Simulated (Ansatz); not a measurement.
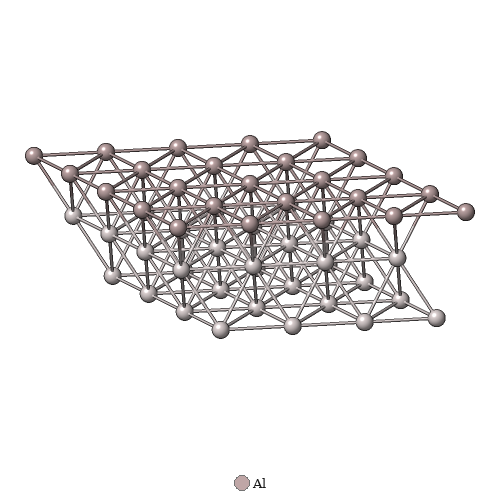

The system is H on an Al(111) slab cut from the Fm-3m phase, its upper half relaxed before the scan (12 atoms of substrate and one adsorbate in a 2 × 2 cell); the picture shows it without the atoms that are moved over the map. H is moved over the surface cell at a fixed height above a rigid substrate; the origin of the map has the adsorbate above Al9; the height is held at 2.20 Å. Places are given modulo a cell vector. The map is drawn in real space over the plane of the surface. Grid: 6 × 6 points; 10 points were computed and 26 follow by symmetry. Places are given in fractions of the 1 × 1 surface cell. Energies are in meV, from the lowest grid point. The runs have no spin polarisation, so an open-shell adsorbate far from the surface lies too high. At a fixed height the lowest place need not be the adsorption site. Computed with DFT PBE+D3(BJ), scalar-relativistic, plane waves, PAW (Ansatz). Settings: cutoff 420 eV, k-mesh 6×6×1, gaussian smearing 0.1 eV, no spin polarisation.

Range: position of H13 along the first surface vector from 0.000 to 0.833; position of H13 along the second surface vector from 0.000 to 0.833.

What will the energy surface look like?

Answer. The lowest grid point is at the top site over a surface Al atom, (0/6, 0/6) of the cell vectors. It is the only kind of minimum in the scanned range. The highest grid point, a threefold hollow over a second-layer Al atom, (2/6, 4/6) of the cell vectors, lies 365 meV above the lowest. On the interpolated surface the easiest way out of the lowest well to its copy in the next cell or period passes a barrier of about 310 meV. At the lowest point the adsorbate has 1 Al at 2.20 Å as nearest neighbours, at the highest 3 Al at 2.74 Å.

```tsv
second ↓, first →	0/6	1/6	2/6	3/6	4/6	5/6
5/6	72	191	318	318	191	72
4/6	226	318	365	318	226	181
3/6	308	318	318	308	296	296
2/6	226	191	226	296	332	296
1/6	72	72	181	296	296	181
0/6	0	72	226	308	226	72
```

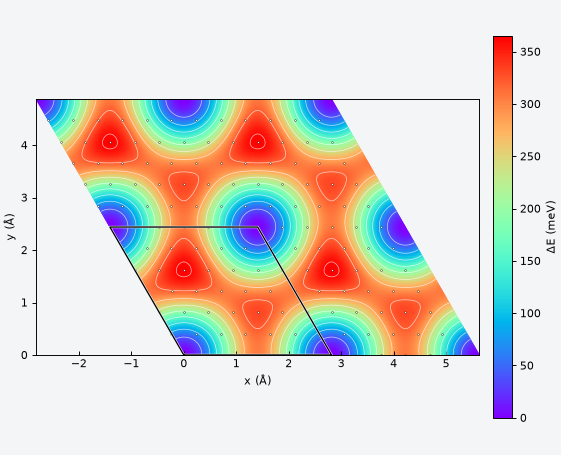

Drawn: a smooth colour map with a few white contour lines, dots at the grid points, the outline of one cell of the 2 × 2 shown. Between grid points the surface is interpolated.

Each point was launched as `ansatz run input.yaml --threads 1 --pin off --max-ram 3072MiB --backend cpu --events-out ev --progress --plain --runs-dir out`. The whole map (10 points run) took 8.7 min on 1 thread of Arm Neoverse N1, on a shared host.

PAW datasets: the set soft_1.
